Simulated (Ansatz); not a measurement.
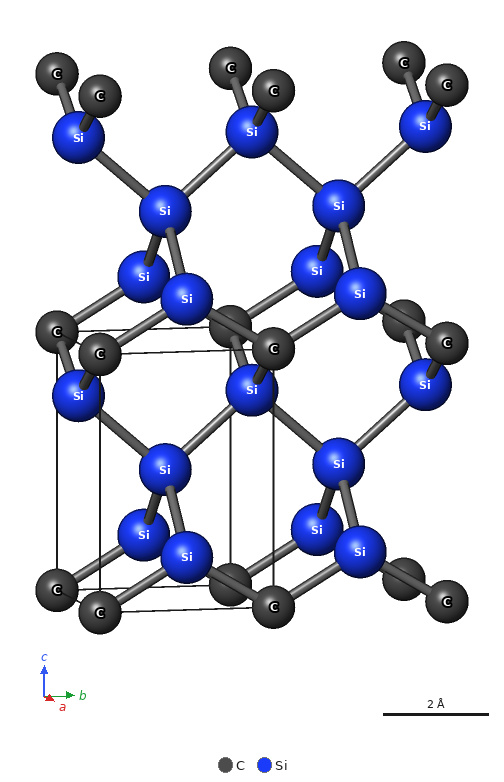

Figure 1. The structure (ball-and-stick view of the cell of the calculation, repeated 1 × 2 × 2, seen slightly off an axis).

**Si3C: single-point calculation**

System: Si3C (P-4m2, 4 atoms in the cell).
Method: DFT, PBE, plane waves, PAW, no spin polarisation (Ansatz 0.2.0).

The structure was built on a prototype by a generator. Some settings of this run were made unusual or wrong on purpose. The geometry comes from this level: r2SCAN.

**Input**
```yaml
crystal:
  lattice:
    - [3.4318102017, 0.0, 0.0]
    - [0.0, 3.4318102017, 0.0]
    - [0.0, 0.0, 5.0004336163]
  atoms:
    - { symbol: C, position: [0.0, 0.0, 0.0] }
    - { symbol: Si, position: [0.0, 0.5, 0.2031984776] }
    - { symbol: Si, position: [0.5, 0.5, 0.5] }
    - { symbol: Si, position: [0.5, 0.0, 0.7968015224] }
kpoints:
  mp_grid: { grid: [6, 6, 4] }
hamiltonian:
  xc: pbe
scf:
  occupations: { method: fermi_dirac, width: 0.02 }
  n_extra_bands: 5
  max_iter: 87
output:
  forces: true
  stress: true
  eigenvalues: true
basis:
  ecutrho_ratio: 1
```

Hardware: 4 threads of an Arm (aarch64) CPU, shared host.

Launched with:
```bash
ansatz run input.yaml --threads 4 --pin off --max-ram 3686MiB --backend cpu --events-out ev --progress --plain --runs-dir out
```

**Output**
```
Warning: basis.ecutrho_ratio = 1 (ecutrho = 420 eV) is below the records' recommended 1680 eV
settings of this run that can trade accuracy for cost: basis.ecutrho_ratio < 4. Do not mix this run's numbers with those of runs without the same settings; the input reference describes each key
scf.n_extra_bands = 5 over 8 filled bands (N_el = 16.0): the run solves 13 bands
Engine: ansatz 0.2.0, aarch64-unknown-linux-gnu
Pseudopotentials: kind: paw
Pseudopotential: C, paw, valence charge 4, recommended cutoff 420 eV (normal), C.paw.azcp
Pseudopotential: Si, paw, valence charge 4, recommended cutoff 420 eV (normal), Si.paw.azcp
Functional definition: PBE
  parameter kappa = 0.804
  parameter beta = 0.06672455060314922
  exchange = pbe_x(kappa = kappa, mu = beta*pi^2/3)
  correlation = pbe_c(beta = beta)
Crystal: 4 atoms, lattice volume = 58.892 Å³
Basis set: ecut = 420 eV, 1141 PW (Γ), exchange–correlation on 36×36×60 points (8 copies of the dense FFT grid, shifted against one another)
Bands: 13, of which v1, the nominal top of the filled ones, is band 8 counted from 1 (7 counted from 0)
Symmetry: 8 space group operations
Space group: P-4m2 (ITA 115), of the structure as read, at distance tolerance 3.9e-5 Å
k-points: 30 of 144 (time reversal used)
Non-local potential: C, projectors of the file, l = 0: 2, l = 1: 2, l = 2: 1
Non-local potential: Si, projectors of the file, l = 0: 2, l = 1: 2, l = 2: 2
PAW form: soft (Blöchl's): semilocal exchange-correlation on the pseudo side does not see the compensation charge
PAW one-centre angular grid: C, 110 points (default); XC on 64 Gauss nodes
PAW one-centre angular grid: Si, 110 points (default); XC on 64 Gauss nodes
Initial density: superposition of atomic densities (neutral atoms: chi_scale 0, normalization atom), corrected by the library's trained network
Initial wavefunctions: pseudopotential atomic-orbital guess
Functional: x = pbe(κ = 0.804, μ = 0.2195149727645171), c = pbe(β = 0.06672455060314922)
SCF iter   1: F=—  HF=-2157.255333 eV  |F-HF|=—  |Δ(HF+E_count)|=         —  Δρ=5.19e-3  dr2=4.05e-2  ethr=1.77e-3  ⟨swp⟩=6.7  Hψ=2823  notcnv=0
preconditioner: auto → none  [insulator: Δε(μ)=0.142 eV  Ē_g=9.658 eV  σ=0.020 eV  W_gap=0.71  n_scr=6 (ndim 8)  ℏωp=19.4 eV  f_vac=0.000  D(μ)=1.05/eV (n_scr^D=2)  ε∞_Penn≈5.0]
SCF iter   2: F=—  HF=-2157.247269 eV  |F-HF|=—  |Δ(HF+E_count)|=   8.06e-3  Δρ=1.28e-3  dr2=1.14e-3  ethr=2.53e-4  ⟨swp⟩=2.3  Hψ=748  notcnv=0  defer=23
SCF iter   3: F=—  HF=-2157.247167 eV  |F-HF|=—  |Δ(HF+E_count)|=   1.02e-4  Δρ=5.28e-4  dr2=1.37e-4  ethr=7.11e-6  ⟨swp⟩=2.4  Hψ=580  notcnv=0  defer=23
SCF iter   4: F=—  HF=-2157.247219 eV  |F-HF|=—  |Δ(HF+E_count)|=   5.11e-5  Δρ=1.35e-4  dr2=6.90e-6  ethr=8.58e-7  ⟨swp⟩=2.7  Hψ=613  notcnv=0  defer=23
SCF iter   5: F=—  HF=-2157.247156 eV  |F-HF|=—  |Δ(HF+E_count)|=   6.29e-5  Δρ=2.35e-5  dr2=1.81e-7  ethr=4.31e-8  ⟨swp⟩=2.0  Hψ=608  notcnv=0  defer=23
SCF iter   6: F=-2157.247156 eV  HF=-2157.247156 eV  |F-HF|=2.93e-10  |Δ(HF+E_count)|=   2.45e-7  Δρ=2.08e-6  dr2=2.69e-9  ethr=6.25e-10  ⟨swp⟩=7.8  Hψ=2039  notcnv=0
SCF 1 converged in 6 iterations: F = -2157.247156 eV  dr2 = 2.69e-9
  greatest PAW one-centre occupation: 0.647 electrons in one spin orbital (limit 2), on the Si atom at site 2 (counted from 0), in its partial waves of l = 0
```

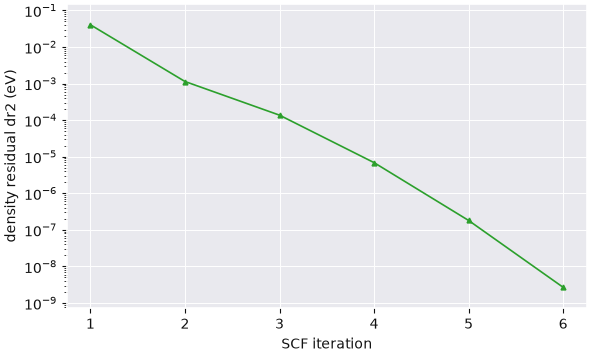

Figure 2. Convergence of the self-consistent field: density residual dr2 against the SCF iteration. The residual falls at every step.

```
SCF converged after 6 iterations
Free energy (F): -2157.247156 eV
Harris-Foulkes:  -2157.247156 eV  (|F-HF|=2.93e-10)
Internal energy: -2157.246241 eV  (E = F + TS)
E sigma→0 (E₀):  -2157.246698 eV
Entropy (-TS):   -0.000915 eV (-0.229 meV/atom)
Fermi energy:    8.488265 eV
--- Per-component energies (eV) ---
  E_band       = 35.190943
  E_kinetic    = 212.815806
  E_local      = -175.614302  (includes V_loc(G=0)·N_el)
  E_nonlocal   = 104.082548
  E_hartree    = 54.641107
  E_xc         = -214.979688
  E_vxc        = -201.650595  (∫ρ·V_xc dr)
  E_paw        = -1637.395209  (= ΣΔE_a)
  E_vpaw       = -13.744062  (= ΣTr[D̂ρ^β])
  E_aug_tail   = 0.019305  (compensation charges beyond the density's cutoff)
  E_ewald      = -500.815807
  E_smearing   = -0.000915  (= −TS)
  E_closure    = 0.000000  (closes the sum)
  Σ components = -2157.247156   (vs F -2157.247156, Δ=0.00e0)
--- Forces (eV/Å), atoms counted from 1 ---
  atom   1  C      0.00000000     0.00000000     0.00000000
  atom   2  Si     0.00000000    -0.00000000    -0.27663578
  atom   3  Si    -0.00000000     0.00000000     0.00000000
  atom   4  Si     0.00000000    -0.00000000     0.27663578
  max |Σ_I F_I| component: 2.64e-16 eV/Å
--- Stress (GPa, compression-positive) ---
        1.584418       0.000000       0.000000
        0.000000       1.584418       0.000000
        0.000000       0.000000       1.974510
  P = ⅓ Tr σ = 1.7144 GPa (17.144 kbar)
--- Band table (eV; the first three rows and the last of 30) ---
  k-point 0: bands = ["-6.2560", "-1.2410", "-0.1561", "4.0775", "4.0775", "7.5948", "7.6499", "8.6141", "8.6141", "9.6752", "11.8058", "11.8058", "11.8234"]
  k-point 1: bands = ["-6.0569", "-2.6171", "1.6321", "4.1861", "4.1861", "6.2912", "8.0154", "8.0154", "8.3596", "10.0655", "11.1666", "12.7651", "12.7651"]
  k-point 2: bands = ["-5.7880", "-3.4339", "3.4089", "4.3113", "4.3113", "4.7740", "7.5378", "7.5378", "8.9920", "9.8546", "12.0036", "12.0739", "13.8111"]
  k-point 29: bands = ["-3.1434", "0.0502", "0.0502", "0.8941", "3.2428", "3.4579", "3.4579", "3.5614", "11.6151", "12.5468", "12.5468", "12.5919", "14.0050"]
settings of this run that can trade accuracy for cost: basis.ecutrho_ratio < 4. Do not mix this run's numbers with those of runs without the same settings; the input reference describes each key
```

**What the run reported**

| quantity | value |
| --- | --- |
| outcome | converged |
| space group (tolerance 0.01 Å) | P-4m2 (115) |
| electrons treated | 16 |
| free energy | −2157.2472 eV |
| Fermi energy | 8.488 eV |
| band gap | none (metallic) |
| pressure | 1.71 GPa |
| largest force (length of the vector) | 0.277 eV/Å |
| wall time | 1.2 s (CPU time 3.7 s) |
| peak memory | 0.31 GiB |

**Diagnosis**

Some settings of this run were drawn to be unusual or wrong. It converged; results that depend on the unusual settings are not reference values. Warnings of the run: the cutoff is below the recommended one.
